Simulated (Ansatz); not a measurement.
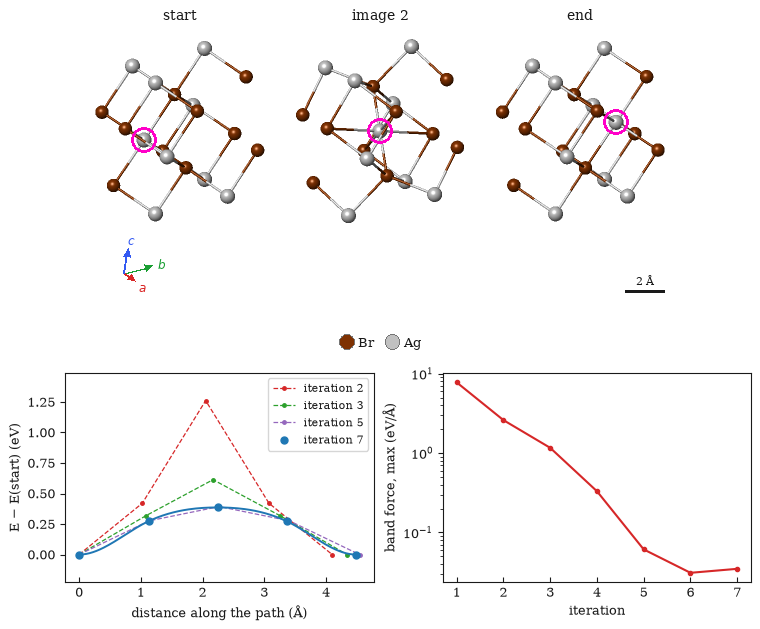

A nudged-elastic-band calculation for a defect cell of composition Ag₇Br₈ with an Ag vacancy (15 atoms in the cell). Images are numbered from 0 (start) to 4 (end). The plot follows the band through its iterations. The picture is a ball-and-stick view of the atoms within 5.0 Å of the middle of the path, seen slightly off an axis. The moving atom is ringed, with any periodic copies. Bonds to atoms that aren't drawn are left out.

All numbers below come from DFT, PAW plane waves, PBE in Ansatz.

Input
```yaml
crystal:
  lattice:
    - [0.0, 5.726554, 5.726554]
    - [5.726554, 0.0, 5.726554]
    - [5.726554, 5.726554, 0.0]
  atoms:
    - { symbol: Br, position: [0.24839169, 0.25372432, 0.24899541] }
    - { symbol: Ag, position: [0.0017832, -0.00207613, -0.00342384] }
    - { symbol: Br, position: [0.24851022, 0.25126265, 0.75112419] }
    - { symbol: Ag, position: [0.00039183, -0.00278916, 0.50418194] }
    - { symbol: Br, position: [0.24713673, 0.755884, 0.25196261] }
    - { symbol: Ag, position: [0.0046948, 0.49943258, 0.00158745] }
    - { symbol: Br, position: [0.2512201, 0.75372477, 0.7432951] }
    - { symbol: Ag, position: [0.00340273, 0.49733842, 0.49941427] }
    - { symbol: Br, position: [0.74795193, 0.24825513, 0.25281874] }
    - { symbol: Ag, position: [0.49645532, 0.00436582, -0.00117467] }
    - { symbol: Br, position: [0.75503083, 0.25249708, 0.75068564] }
    - { symbol: Br, position: [0.74957873, 0.75360513, 0.24731844] }
    - { symbol: Ag, position: [0.5017254, 0.50100791, -0.00427522] }
    - { symbol: Br, position: [0.75028056, 0.75280342, 0.74869093] }
    - { symbol: Ag, position: [0.50483185, 0.49762751, 0.49754884] }
kpoints:
  mp_grid: { grid: [2, 2, 2] }
magnetization:
  spin_polarized: false
scf:
  occupations: { method: cold, width: 0.15 }
hamiltonian:
  pseudopotentials: { kind: paw }
  xc: pbe
basis:
  ecutwfc: 420
neb:
  images: 3
  relax_end_points: true
  climbing: true
  f_tol: 0.05
  max_iterations: 40
  order_check: false
  final_atoms:
    - { symbol: Br, position: [0.24839169, 0.25372432, 0.24899541] }
    - { symbol: Ag, position: [0.0017832, -0.00207613, -0.00342384] }
    - { symbol: Br, position: [0.24851022, 0.25126265, 0.75112419] }
    - { symbol: Ag, position: [0.00039183, -0.00278916, 0.50418194] }
    - { symbol: Br, position: [0.24713673, 0.755884, 0.25196261] }
    - { symbol: Ag, position: [0.0046948, 0.49943258, 0.00158745] }
    - { symbol: Br, position: [0.2512201, 0.75372477, 0.7432951] }
    - { symbol: Ag, position: [0.00340273, 0.49733842, 0.49941427] }
    - { symbol: Br, position: [0.74795193, 0.24825513, 0.25281874] }
    - { symbol: Ag, position: [0.49645532, 0.00436582, -0.00117467] }
    - { symbol: Br, position: [0.75503083, 0.25249708, 0.75068564] }
    - { symbol: Br, position: [0.74957873, 0.75360513, 0.24731844] }
    - { symbol: Ag, position: [0.5017254, 0.50100791, -0.00427522] }
    - { symbol: Br, position: [0.75028056, 0.75280342, 0.74869093] }
    - { symbol: Ag, position: [0.5026946, 0.99590348, 0.49854094] }
```

Command:
```bash
ansatz run input.yaml --threads 4 --pin off --max-ram 8192MiB --backend cpu --events-out ev --progress --plain --runs-dir out
```

Judge this run.

The run is converged, with reservations. The band converged in 7 iterations. The largest component of the band force went from 7.8 to 0.035 eV/Å. The climbing image converged on the top of the path. Its curvatures weren't checked. The first iteration put the highest image at 4.11 eV. The barrier is about 0.39 eV in both directions, with image 2 at the top; the ends have the same energy.

Limits of the set-up: the cell has an odd number of electrons but was run without spin polarisation; the k-point mesh is coarse for a cell with partly filled bands; the periodic images lie only 8.1 Å apart, so the values are limited by the cell's size.
